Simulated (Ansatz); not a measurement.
# Mercury, alpha-Hg (rhombohedral) under LDA: convergence with the cold (Marzari-Vanderbilt) smearing

Aim: find which cold (Marzari-Vanderbilt) smearing width is enough for energy and pressure. The geometry was relaxed under LDA beforehand and stays fixed; 7 values are run, from 0.01 to 1.0 eV. Wanted are the values from which on the energy stays within 10 and 1 meV/atom, and the pressure within 0.5 GPa, of the narrowest run. Within the series other settings stay, but some runs also write fields, which adds to their time. Spin polarisation is left out.

Computed with Ansatz 0.2.0 (DFT LDA, plane waves with PAW, scalar-relativistic, unless a step says otherwise).

## 1. The structure to begin with

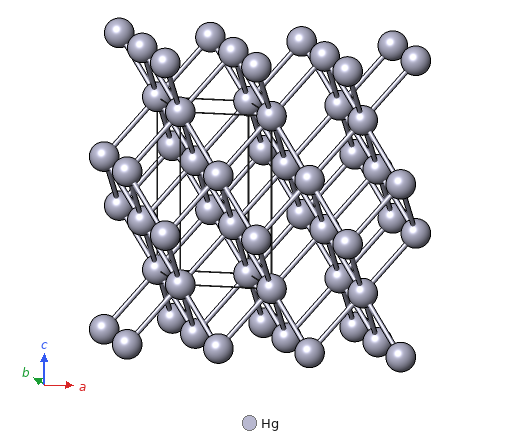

The structure, seen slightly off an axis (mercury light grey). 2×1×1 conventional cells are drawn; the run uses a primitive one. Any atoms on the faces are drawn again on the opposite ones, and bonded neighbours outside are added.

As a file:

```
CELL_PARAMETERS angstrom
1.74632 1.00824 2.14788
-1.74632 1.00824 2.14788
0.00000 -2.01648 2.14788
ATOMIC_POSITIONS crystal
Hg 0.00000 0.00000 0.00000
```

## 2. Width 0.01 eV

The run at 0.01 eV.

Contents of input.yaml:

```yaml
crystal:
  lattice:
    - [1.7463233735, 1.0082402698, 2.1478810803]
    - [-1.7463233735, 1.0082402698, 2.1478810803]
    - [0.0, -2.0164805396, 2.1478810803]
  atoms:
    - { symbol: Hg, position: [0.0, 1.0, 0.0] }
hamiltonian:
  xc: lda
  pseudopotentials:
    kind: paw
    azcp:
      Hg: "pseudopotentials/Hg.paw.azcp"
basis:
  ecutwfc: 420
  fft_grid_basis: typed
kpoints:
  mp_grid: { grid: [11, 11, 11], shift: [0, 0, 0] }
magnetization:
  spin_polarized: false
scf:
  occupations: { method: cold, width: 0.01 }
  lower_state_search: "off"
output:
  stress: true
```

Started as:

```
ansatz run input.yaml --threads 2 --pin off --max-ram 5120MiB --backend cpu --events-out ev --progress --plain --runs-dir out
```

Log (excerpt; [...] marks lines left out):

```text
Warning: <dir> the record states the generating functional pbe (its physics header spells it `PBE`), which answers neither for hamiltonian.xc's functional nor for the lda family's — results may be inconsistent (PPs are generated against a specific XC)
Warning: RAYON_NUM_THREADS=2 ignored (pool sized by the plan → 2); use --threads N
[...]
Pseudopotentials: kind: paw
Pseudopotential: Hg, paw, valence charge 20, recommended cutoff 420 eV (normal), <dir>
Functional definition: SPW92
[...]
Crystal: 1 atoms, lattice volume = 22.691 Å³
Basis set: ecut = 420 eV, 433 PW (Γ)
Bands: 14, of which v1, the nominal top of the filled ones, is band 10 counted from 1 (9 counted from 0)
Symmetry: 12 space group operations
Space group: R-3m (ITA 166), of the structure as read, at distance tolerance 2.8e-5 Å
k-points: 146 of 1331
[...]
SCF iter   1: F=—  HF=-13522.436098 eV  |F-HF|=—  |Δ(HF+E_count)|=         —  Δρ=5.20e-3  dr2=3.43e-3  ethr=1.77e-3  ⟨swp⟩=5.0  Hψ=10868  notcnv=0
[...]
SCF iter   5: F=-13522.435257 eV  HF=-13522.435257 eV  |F-HF|=2.47e-9  |Δ(HF+E_count)|=   3.63e-7  S|Δr|=    0.00e0  Δρ=2.25e-5  dr2=2.66e-8  ethr=5.00e-10  ⟨swp⟩=3.1  Hψ=7588  notcnv=0
[...]
SCF converged after 5 iterations
Stability not checked: this state was not tested for a lower state beside it, because cold or Methfessel-Paxton smearing, or corrected tetrahedra, fill the levels in a way that the test cannot read (fill_not_monotonic; see scf.lower_state_search)
Free energy (F): -13522.435257 eV
[...]
E sigma→0 (E₀):  -13522.435246 eV
Entropy (-TS):   -0.000033 eV (-0.033 meV/atom)
Fermi energy:    15.144134 eV
[...]
--- Stress (GPa, compression-positive) ---
        0.096428      -0.000000      -0.000000
        0.000000       0.096428       0.000000
        0.000000       0.000000       0.372684
  P = ⅓ Tr σ = 0.1885 GPa (1.885 kbar)
```

Wall time 0.92 s (2 threads of Arm Neoverse V2, shared host); peak memory 0.29 GiB.

## 3. Width 0.03 eV

The run at 0.03 eV.

Edit input.yaml of step 2 so:

```diff
@@ -21,3 +21,3 @@
 scf:
-  occupations: { method: cold, width: 0.01 }
+  occupations: { method: cold, width: 0.03 }
   lower_state_search: "off"
```

Started as:

```
ansatz run input.yaml --threads 2 --pin off --max-ram 5120MiB --backend cpu --events-out ev --progress --plain --runs-dir out
```

Log (excerpt; [...] marks lines left out):

```text
Warning: <dir> the record states the generating functional pbe (its physics header spells it `PBE`), which answers neither for hamiltonian.xc's functional nor for the lda family's — results may be inconsistent (PPs are generated against a specific XC)
Warning: RAYON_NUM_THREADS=2 ignored (pool sized by the plan → 2); use --threads N
[...]
[... 3 set-up lines as earlier in the session ...]
[...]
Crystal: 1 atoms, lattice volume = 22.691 Å³
Basis set: ecut = 420 eV, 433 PW (Γ)
Bands: 14, of which v1, the nominal top of the filled ones, is band 10 counted from 1 (9 counted from 0)
[... 2 set-up lines as earlier in the session ...]
k-points: 146 of 1331
[...]
SCF iter   1: F=—  HF=-13522.436131 eV  |F-HF|=—  |Δ(HF+E_count)|=         —  Δρ=5.22e-3  dr2=3.40e-3  ethr=1.77e-3  ⟨swp⟩=5.2  Hψ=10650  notcnv=0
[...]
SCF iter   5: F=-13522.435301 eV  HF=-13522.435301 eV  |F-HF|=6.56e-9  |Δ(HF+E_count)|=   5.83e-7  S|Δr|=    0.00e0  Δρ=3.15e-5  dr2=5.10e-8  ethr=5.00e-10  ⟨swp⟩=3.1  Hψ=7590  notcnv=0
[...]
SCF converged after 5 iterations
Stability not checked: this state was not tested for a lower state beside it, because cold or Methfessel-Paxton smearing, or corrected tetrahedra, fill the levels in a way that the test cannot read (fill_not_monotonic; see scf.lower_state_search)
Free energy (F): -13522.435301 eV
[...]
E sigma→0 (E₀):  -13522.435313 eV
Entropy (-TS):   0.000035 eV (0.035 meV/atom)
Fermi energy:    15.148276 eV
[...]
--- Stress (GPa, compression-positive) ---
        0.095154       0.000000      -0.000000
       -0.000000       0.095154       0.000000
        0.000000       0.000000       0.486738
  P = ⅓ Tr σ = 0.2257 GPa (2.257 kbar)
```

Run time: 0.91 s. Hardware: 2 threads of Arm Neoverse V2, shared host; peak memory 0.29 GiB.

## 4. Width 0.1 eV

The run at 0.1 eV.

Edit input.yaml of step 3 so:

```diff
@@ -21,3 +21,3 @@
 scf:
-  occupations: { method: cold, width: 0.03 }
+  occupations: { method: cold, width: 0.1 }
   lower_state_search: "off"
@@ -25 +25,5 @@
   stress: true
+  write_density: true
+  write_potential: true
+  elf: true
+  volumetric_format: npy
```

Started as:

```
ansatz run input.yaml --threads 2 --pin off --max-ram 5120MiB --backend cpu --events-out ev --progress --plain --runs-dir out
```

Log (excerpt; [...] marks lines left out):

```text
Warning: <dir> the record states the generating functional pbe (its physics header spells it `PBE`), which answers neither for hamiltonian.xc's functional nor for the lda family's — results may be inconsistent (PPs are generated against a specific XC)
Warning: RAYON_NUM_THREADS=2 ignored (pool sized by the plan → 2); use --threads N
[...]
[... 3 set-up lines as earlier in the session ...]
[...]
Crystal: 1 atoms, lattice volume = 22.691 Å³
Basis set: ecut = 420 eV, 433 PW (Γ)
Bands: 14, of which v1, the nominal top of the filled ones, is band 10 counted from 1 (9 counted from 0)
[... 2 set-up lines as earlier in the session ...]
k-points: 146 of 1331
[...]
SCF iter   1: F=—  HF=-13522.435787 eV  |F-HF|=—  |Δ(HF+E_count)|=         —  Δρ=5.19e-3  dr2=3.43e-3  ethr=1.77e-3  ⟨swp⟩=4.9  Hψ=10314  notcnv=0
[...]
SCF iter   5: F=-13522.434955 eV  HF=-13522.434955 eV  |F-HF|=1.61e-9  |Δ(HF+E_count)|=   2.88e-7  S|Δr|=    0.00e0  Δρ=1.96e-5  dr2=2.09e-8  ethr=5.00e-10  ⟨swp⟩=6.2  Hψ=11473  notcnv=0
[...]
SCF converged after 5 iterations
Stability not checked: this state was not tested for a lower state beside it, because cold or Methfessel-Paxton smearing, or corrected tetrahedra, fill the levels in a way that the test cannot read (fill_not_monotonic; see scf.lower_state_search)
Free energy (F): -13522.434955 eV
[...]
E sigma→0 (E₀):  -13522.435103 eV
Entropy (-TS):   0.000444 eV (0.444 meV/atom)
Fermi energy:    15.173433 eV
[...]
--- Stress (GPa, compression-positive) ---
        0.104856      -0.000000      -0.000000
        0.000000       0.104856       0.000000
        0.000000       0.000000       0.360543
  P = ⅓ Tr σ = 0.1901 GPa (1.901 kbar)
--- Band table (eV; the first three rows and the last of 146) ---
  k-point 0: bands = ["-99.8447", "-48.1063", "-48.1007", "-48.1007", "5.7182", "7.3038", "7.3038", "8.9858", "9.0961", "9.0961", "26.8441", "27.4756", "27.4756", "32.3202"]
[...]
```

Wall time 1.2 s (2 threads of Arm Neoverse V2, shared host); peak memory 0.3 GiB.

## 5. Width 0.2 eV

The run at 0.2 eV.

Edit input.yaml of step 4 so:

```diff
@@ -21,3 +21,3 @@
 scf:
-  occupations: { method: cold, width: 0.1 }
+  occupations: { method: cold, width: 0.2 }
   lower_state_search: "off"
```

Started as:

```
ansatz run input.yaml --threads 2 --pin off --max-ram 5120MiB --backend cpu --events-out ev --progress --plain --runs-dir out
```

Log (excerpt; [...] marks lines left out):

```text
Warning: <dir> the record states the generating functional pbe (its physics header spells it `PBE`), which answers neither for hamiltonian.xc's functional nor for the lda family's — results may be inconsistent (PPs are generated against a specific XC)
Warning: RAYON_NUM_THREADS=2 ignored (pool sized by the plan → 2); use --threads N
[...]
[... 3 set-up lines as earlier in the session ...]
[...]
Crystal: 1 atoms, lattice volume = 22.691 Å³
Basis set: ecut = 420 eV, 433 PW (Γ)
Bands: 14, of which v1, the nominal top of the filled ones, is band 10 counted from 1 (9 counted from 0)
[... 2 set-up lines as earlier in the session ...]
k-points: 146 of 1331
[...]
SCF iter   1: F=—  HF=-13522.435252 eV  |F-HF|=—  |Δ(HF+E_count)|=         —  Δρ=5.16e-3  dr2=3.50e-3  ethr=1.77e-3  ⟨swp⟩=4.7  Hψ=9960  notcnv=0
[...]
SCF iter   5: F=-13522.434389 eV  HF=-13522.434389 eV  |F-HF|=9.75e-10  |Δ(HF+E_count)|=   1.73e-7  S|Δr|=    0.00e0  Δρ=1.43e-5  dr2=1.19e-8  ethr=5.00e-10  ⟨swp⟩=6.1  Hψ=11478  notcnv=0
[...]
SCF converged after 5 iterations
Stability not checked: this state was not tested for a lower state beside it, because cold or Methfessel-Paxton smearing, or corrected tetrahedra, fill the levels in a way that the test cannot read (fill_not_monotonic; see scf.lower_state_search)
Free energy (F): -13522.434389 eV
[...]
E sigma→0 (E₀):  -13522.434843 eV
Entropy (-TS):   0.001362 eV (1.362 meV/atom)
Fermi energy:    15.212096 eV
[...]
--- Stress (GPa, compression-positive) ---
        0.054137      -0.000000      -0.000000
       -0.000000       0.054137       0.000000
        0.000000       0.000000       0.196208
  P = ⅓ Tr σ = 0.1015 GPa (1.015 kbar)
--- Band table (eV; the first three rows and the last of 146) ---
  k-point 0: bands = ["-99.8466", "-48.1086", "-48.1023", "-48.1023", "5.7177", "7.3022", "7.3022", "8.9840", "9.0947", "9.0947", "26.8436", "27.4753", "27.4753", "32.3199"]
[...]
```

Run time: 1.2 s. Hardware: 2 threads of Arm Neoverse V2, shared host; peak memory 0.3 GiB.

## 6. Width 0.3 eV

The run at 0.3 eV.

Edit input.yaml of step 5 so:

```diff
@@ -21,3 +21,3 @@
 scf:
-  occupations: { method: cold, width: 0.2 }
+  occupations: { method: cold, width: 0.3 }
   lower_state_search: "off"
@@ -25,5 +25 @@
   stress: true
-  write_density: true
-  write_potential: true
-  elf: true
-  volumetric_format: npy
```

Started as:

```
ansatz run input.yaml --threads 2 --pin off --max-ram 5120MiB --backend cpu --events-out ev --progress --plain --runs-dir out
```

Log (excerpt; [...] marks lines left out):

```text
Warning: <dir> the record states the generating functional pbe (its physics header spells it `PBE`), which answers neither for hamiltonian.xc's functional nor for the lda family's — results may be inconsistent (PPs are generated against a specific XC)
Warning: RAYON_NUM_THREADS=2 ignored (pool sized by the plan → 2); use --threads N
[...]
[... 3 set-up lines as earlier in the session ...]
[...]
Crystal: 1 atoms, lattice volume = 22.691 Å³
Basis set: ecut = 420 eV, 433 PW (Γ)
Bands: 14, of which v1, the nominal top of the filled ones, is band 10 counted from 1 (9 counted from 0)
[... 2 set-up lines as earlier in the session ...]
k-points: 146 of 1331
[...]
SCF iter   1: F=—  HF=-13522.434702 eV  |F-HF|=—  |Δ(HF+E_count)|=         —  Δρ=5.17e-3  dr2=3.58e-3  ethr=1.77e-3  ⟨swp⟩=4.3  Hψ=9446  notcnv=0
[...]
SCF iter   5: F=-13522.433811 eV  HF=-13522.433811 eV  |F-HF|=6.64e-10  |Δ(HF+E_count)|=   7.52e-8  S|Δr|=    0.00e0  Δρ=2.28e-6  dr2=9.46e-10  ethr=5.00e-10  ⟨swp⟩=4.0  Hψ=6422  notcnv=0
[...]
SCF converged after 5 iterations
Stability not checked: this state was not tested for a lower state beside it, because cold or Methfessel-Paxton smearing, or corrected tetrahedra, fill the levels in a way that the test cannot read (fill_not_monotonic; see scf.lower_state_search)
Free energy (F): -13522.433811 eV
[...]
E sigma→0 (E₀):  -13522.434187 eV
Entropy (-TS):   0.001128 eV (1.128 meV/atom)
Fermi energy:    15.239131 eV
[...]
--- Stress (GPa, compression-positive) ---
        0.025865      -0.000000      -0.000000
        0.000000       0.025865       0.000000
       -0.000000       0.000000       0.099491
  P = ⅓ Tr σ = 0.0504 GPa (0.504 kbar)
```

Run time: 0.86 s. Hardware: 2 threads of Arm Neoverse V2, shared host; peak memory 0.29 GiB.

## 7. Width 0.6 eV

The run at 0.6 eV.

Edit input.yaml of step 6 so:

```diff
@@ -21,3 +21,3 @@
 scf:
-  occupations: { method: cold, width: 0.3 }
+  occupations: { method: cold, width: 0.6 }
   lower_state_search: "off"
```

Started as:

```
ansatz run input.yaml --threads 2 --pin off --max-ram 5120MiB --backend cpu --events-out ev --progress --plain --runs-dir out
```

Log (excerpt; [...] marks lines left out):

```text
Warning: <dir> the record states the generating functional pbe (its physics header spells it `PBE`), which answers neither for hamiltonian.xc's functional nor for the lda family's — results may be inconsistent (PPs are generated against a specific XC)
Warning: RAYON_NUM_THREADS=2 ignored (pool sized by the plan → 2); use --threads N
[...]
[... 3 set-up lines as earlier in the session ...]
[...]
Crystal: 1 atoms, lattice volume = 22.691 Å³
Basis set: ecut = 420 eV, 433 PW (Γ)
Bands: 14, of which v1, the nominal top of the filled ones, is band 10 counted from 1 (9 counted from 0)
[... 2 set-up lines as earlier in the session ...]
k-points: 146 of 1331
[...]
SCF iter   1: F=—  HF=-13522.434695 eV  |F-HF|=—  |Δ(HF+E_count)|=         —  Δρ=5.16e-3  dr2=3.68e-3  ethr=1.77e-3  ⟨swp⟩=4.6  Hψ=9338  notcnv=0
[...]
SCF iter   5: F=-13522.433762 eV  HF=-13522.433762 eV  |F-HF|=1.43e-9  |Δ(HF+E_count)|=   5.03e-8  S|Δr|=    0.00e0  Δρ=3.41e-6  dr2=2.37e-9  ethr=5.00e-10  ⟨swp⟩=4.0  Hψ=6444  notcnv=0
[...]
SCF converged after 5 iterations
Stability not checked: this state was not tested for a lower state beside it, because cold or Methfessel-Paxton smearing, or corrected tetrahedra, fill the levels in a way that the test cannot read (fill_not_monotonic; see scf.lower_state_search)
Free energy (F): -13522.433762 eV
[...]
E sigma→0 (E₀):  -13522.433876 eV
Entropy (-TS):   0.000342 eV (0.342 meV/atom)
Fermi energy:    15.295890 eV
[...]
--- Stress (GPa, compression-positive) ---
        0.053182      -0.000000       0.000000
       -0.000000       0.053182       0.000000
        0.000000       0.000000      -0.255881
  P = ⅓ Tr σ = -0.0498 GPa (-0.498 kbar)
```

Run time: 0.86 s. Hardware: 2 threads of Arm Neoverse V2, shared host; peak memory 0.29 GiB.

## 8. Width 1.0 eV

The run at 1.0 eV.

Edit input.yaml of step 7 so:

```diff
@@ -21,3 +21,3 @@
 scf:
-  occupations: { method: cold, width: 0.6 }
+  occupations: { method: cold, width: 1.0 }
   lower_state_search: "off"
@@ -25 +25,5 @@
   stress: true
+  write_density: true
+  write_potential: true
+  elf: true
+  volumetric_format: npy
```

Started as:

```
ansatz run input.yaml --threads 2 --pin off --max-ram 5120MiB --backend cpu --events-out ev --progress --plain --runs-dir out
```

Log (excerpt; [...] marks lines left out):

```text
Warning: <dir> the record states the generating functional pbe (its physics header spells it `PBE`), which answers neither for hamiltonian.xc's functional nor for the lda family's — results may be inconsistent (PPs are generated against a specific XC)
Warning: RAYON_NUM_THREADS=2 ignored (pool sized by the plan → 2); use --threads N
band count auto-derived: 15 (N_el = 20.0; filled up to band 10; 14 by the electrons, moments and atoms)
[...]
[... 3 set-up lines as earlier in the session ...]
[...]
Crystal: 1 atoms, lattice volume = 22.691 Å³
Basis set: ecut = 420 eV, 433 PW (Γ)
Bands: 15, of which v1, the nominal top of the filled ones, is band 10 counted from 1 (9 counted from 0)
[... 2 set-up lines as earlier in the session ...]
k-points: 146 of 1331
[...]
SCF iter   1: F=—  HF=-13522.432142 eV  |F-HF|=—  |Δ(HF+E_count)|=         —  Δρ=5.06e-3  dr2=3.44e-3  ethr=1.77e-3  ⟨swp⟩=4.7  Hψ=9800  notcnv=0
[...]
SCF iter   5: F=-13522.431278 eV  HF=-13522.431278 eV  |F-HF|=2.10e-9  |Δ(HF+E_count)|=   4.81e-8  S|Δr|=    0.00e0  Δρ=3.75e-6  dr2=3.02e-9  ethr=5.00e-10  ⟨swp⟩=9.1  Hψ=13531  notcnv=0
[...]
SCF converged after 5 iterations
Stability not checked: this state was not tested for a lower state beside it, because cold or Methfessel-Paxton smearing, or corrected tetrahedra, fill the levels in a way that the test cannot read (fill_not_monotonic; see scf.lower_state_search)
Free energy (F): -13522.431278 eV
[...]
E sigma→0 (E₀):  -13522.434692 eV
Entropy (-TS):   0.010242 eV (10.242 meV/atom)
Fermi energy:    15.291811 eV
[...]
--- Stress (GPa, compression-positive) ---
        0.133980       0.000000      -0.000000
       -0.000000       0.133980       0.000000
        0.000000       0.000000      -0.374730
  P = ⅓ Tr σ = -0.0356 GPa (-0.356 kbar)
--- Band table (eV; the first three rows and the last of 146) ---
  k-point 0: bands = ["-99.8468", "-48.1110", "-48.1019", "-48.1019", "5.7168", "7.3012", "7.3012", "8.9819", "9.0947", "9.0947", "26.8424", "27.4753", "27.4753", "32.3198", "33.6948"]
[...]
```

Wall time 1.3 s (2 threads of Arm Neoverse V2, shared host); peak memory 0.3 GiB.

## 9. Convergence table

Differences are taken from the run at 0.01 eV.

| smearing (eV) | F (meV/atom) | E(σ → 0) (meV/atom) | P (GPa) | SCF cycles | CPU time |
| --- | --- | --- | --- | --- | --- |
| 0.01 | 0.00 | 0.00 | 0.19 | 5 | 1.6 s |
| 0.03 | -0.04 | -0.07 | 0.23 | 5 | 1.6 s |
| 0.1 | 0.30 | 0.14 | 0.19 | 5 | 2.3 s |
| 0.2 | 0.87 | 0.40 | 0.10 | 5 | 2.3 s |
| 0.3 | 1.45 | 1.06 | 0.05 | 5 | 1.5 s |
| 0.6 | 1.49 | 1.37 | -0.05 | 5 | 1.5 s |
| 1.0 | 3.98 | 0.55 | -0.04 | 5 | 2.4 s |

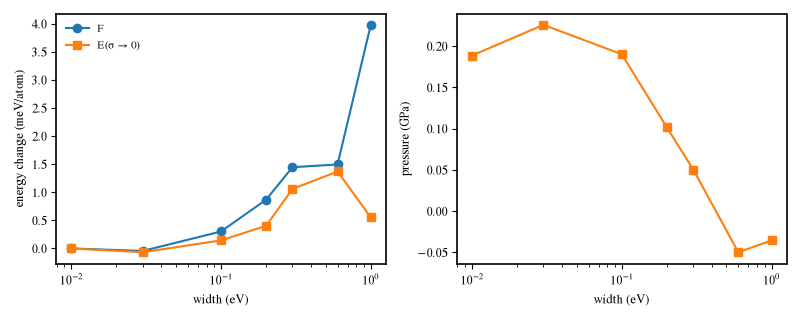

Energy and pressure against the cold (Marzari-Vanderbilt) smearing width.

## 10. What came out

| quantity | value |
| --- | --- |
| E(σ → 0) stays within 10 meV/atom of 0.01 eV | up to 1.0 eV |
| E(σ → 0) stays within 1 meV/atom | up to 0.2 eV |
| pressure stays within 0.5 GPa | up to 1.0 eV |
| pressure at 0.01 eV | 0.19 GPa |
| energy of a separate run on a finer mesh (19×19×19) | +2.5 meV/atom from 0.01 eV |

The far end, 1.0 eV, lies +0.6 meV/atom and -0.2 GPa from the yardstick. Over the range F shifts by +4.0 meV/atom, while E(σ → 0) shifts by +0.6. This scheme cancels the term in the square of the width, so F moves little up to 0.2 eV. The mesh (11×11×11) is fixed, so the narrowest widths carry a k-point error of their own. The yardstick itself is unsettled by 2.5 meV/atom against the finer mesh, so the thresholds above hold only within this series, and wider smearing, which averages over more states, can land nearer the fine-mesh value than the narrowest does.
